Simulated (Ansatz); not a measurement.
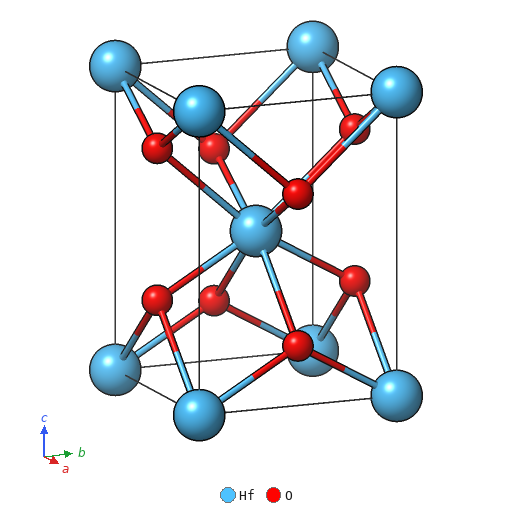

System: HfO₂, space group P4_2/nmc (No. 137). The picture shows the cell.

Structure:
```xyz
6
Lattice="3.5767 0.0000 0.0000 0.0000 3.5767 0.0000 0.0000 0.0000 5.2022" Properties=species:S:1:pos:R:3 pbc="T T T"
Hf    1.7883    1.7883    2.6011
Hf    0.0000    0.0000    0.0000
O     0.0000    1.7883    3.6218
O     1.7883    0.0000    4.1815
O     1.7883    0.0000    1.5804
O     0.0000    1.7883    1.0207
```

Calculation (Ansatz 0.2.0): Born effective charges by linear response at the zone centre, in units of the proton charge, Cartesian axes of the given cell; DFT, r2SCAN, plane waves, PAW. Level: r2SCAN, no spin polarisation.

periodic directions 3; potentials PAW; wave cutoff 500 eV; k mesh 6×6×4.

Describe the result: the mean Born effective charge of each atom. The cases: Hf 1; Hf 2; O 1; O 2; O 3; O 4.

Hf 1 and Hf 2 share the largest size, 5.27 e, and the charges add up to 0.00 e. O 1, O 2, O 3 and O 4 are equally anisotropic; for O 1: its diagonal components run from −3.45 to −2.06 e. The Born charge xx, in e, is 5.511 for Hf 1, 5.511 for Hf 2, −3.447 for O 1, −3.447 for O 2, −2.064 for O 3 and −2.064 for O 4. The Born charge zz, in e, is 4.786 for Hf 1, 4.786 for Hf 2, −2.393 for O 1, −2.393 for O 2, −2.393 for O 3 and −2.393 for O 4.

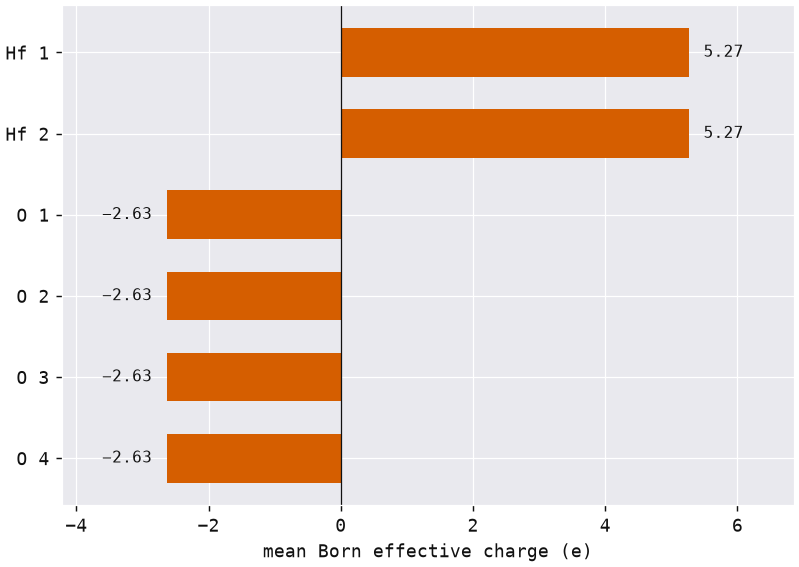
